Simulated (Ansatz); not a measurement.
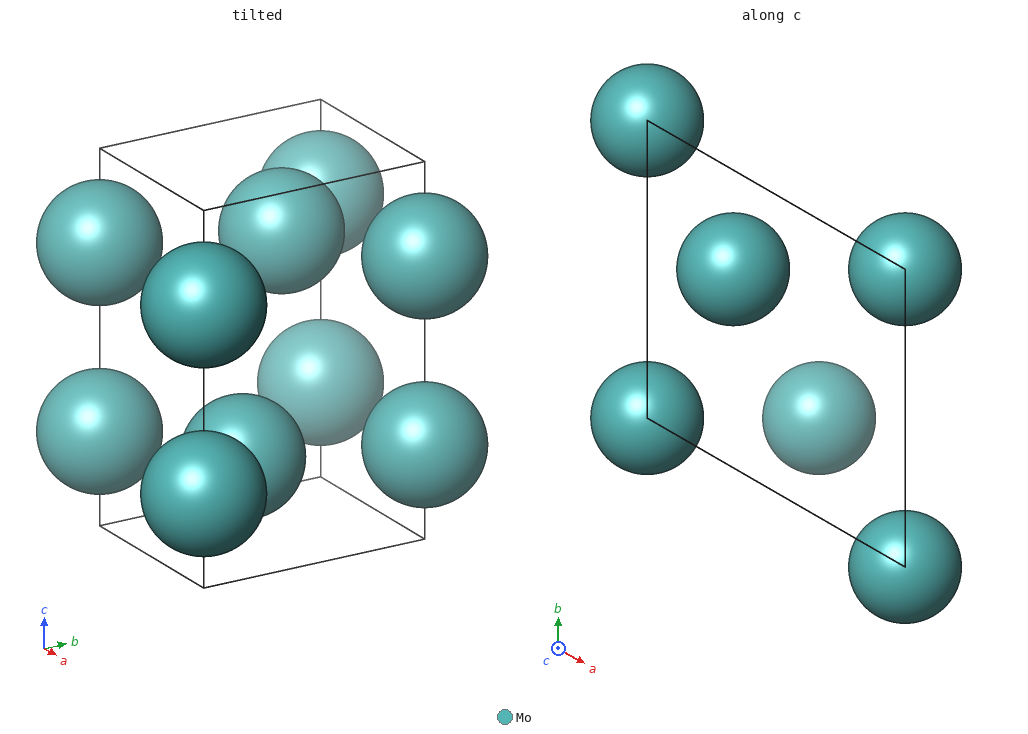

Structure drawing (spheres-only), viewed slightly off an axis and along the c axis. The frame is the conventional unit cell; atoms at its boundary are shown with their periodic copies.

> How many atoms does the cell contain?

4 (molybdenum), counting shared atoms by their share.

> Which of the Bravais lattices applies?

Primitive hexagonal.

> Which space group does it belong to?

P6_3/mmc (No. 194), with Mo on 2b and Mo on 2d.

Provenance: a textbook structure type filled with this element (whether it is the usual form wasn't checked). Cell shown after relaxation with DFT r2SCAN, scalar-relativistic, plane waves, PAW (Ansatz).
